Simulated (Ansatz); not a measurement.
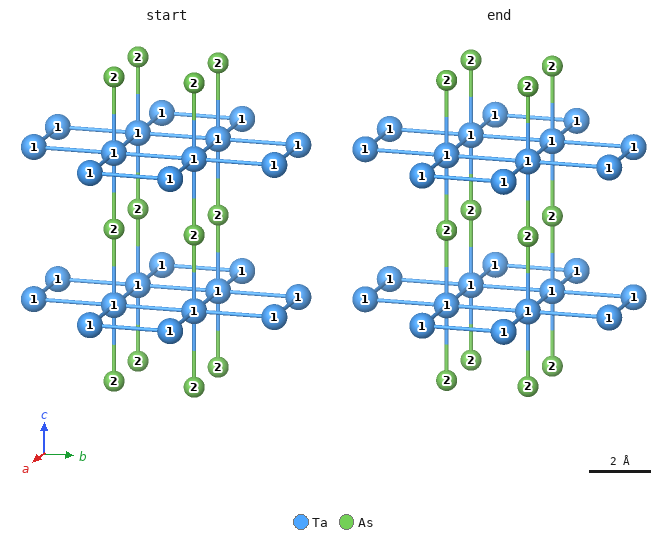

The structure of a crystal of TaAs (a generated structure, set up in P4/mmm) before (left) and after (right) a relaxation, at one scale.

A ball-and-stick model of the cell of the calculation, seen slightly off an axis.

Method: DFT PBE, scalar-relativistic, plane waves, PAW (Ansatz). (plane-wave cutoff 420 eV; k-point mesh 20 × 20 × 12; occupations gaussian; smearing width 0.1 eV; no spin polarisation; cell and atoms relaxed; force threshold 0.01 eV/Å; at most 80 steps)

> What changed between the two?

Over 4 accepted moves (5 points after the start) the energy falls by 8.3 meV per atom. All forces vanish by symmetry, so only the cell relaxes. The pressure goes from 0.65 to 0.00 GPa. The SCF was repeated once at an unchanged geometry on a basis and grid sized afresh for the cell, which shifted the energy by 0.1 meV per atom at most. No atom moves by more than 0.005 Å relative to the cell. Cell: a = b 2.782 → 2.820 Å (+1.4 %), c 5.222 → 5.150 Å (−1.4 %). Volume +1.4 %. Near-neighbour distances that change, for instance: Ta1–Ta1 2.782 → 2.820 Å, Ta1–As2 2.611 → 2.575 Å. The space group stays P4/mmm (No. 123).
